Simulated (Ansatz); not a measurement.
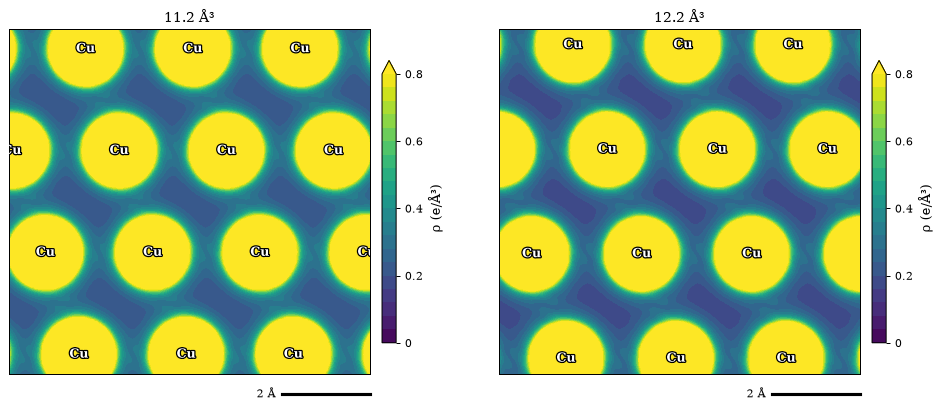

Cu. The valence charge density (pseudo) of cells scaled evenly to different volumes (given per atom above each panel), on the (100) plane of each (indices in the axes of the cell below), at one length scale and on one colour scale.

A structure from a database of computed crystals, not necessarily the ambient phase; computed without spin polarisation.

The calculation used DFT, r2SCAN, PAW with Ansatz's default frozen-core files, scalar-relativistic (Ansatz 0.2.0).

In a PAW calculation such maps are meaningful between the atoms, not at the nuclei.

The largest cell:

```
CELL_PARAMETERS angstrom
-1.47109 1.47109 1.40307
1.47109 -1.47109 1.40307
1.47109 1.47109 -1.40307
ATOMIC_POSITIONS crystal
Cu 0.00000 0.00000 0.00000
```

| volume (Å³/atom) | Cu–Cu contact in the plane (Å) | ρ at its midpoint (e/Å³) | pressure (GPa) | 
| --- | --- | --- | --- |
| 11.23 | 2.445 | 0.310 | 3.7 | 
| 11.46 | 2.461 | ? | ? | 
| 12.15 | 2.509 | 0.272 | −7.9 | 

> Estimate the missing row, and compare with the calculation.

Over the known rows ln ρ falls by 2.04 per Å of Cu–Cu distance (the line through the two), which gives 0.300 e/Å³ at 2.461 Å; the calculation gives 0.300 e/Å³. For the pressure, a straight line in volume between the neighbouring rows gives 0.8 GPa; the calculation gives 0.3, lower because pressure rises ever faster on compression.
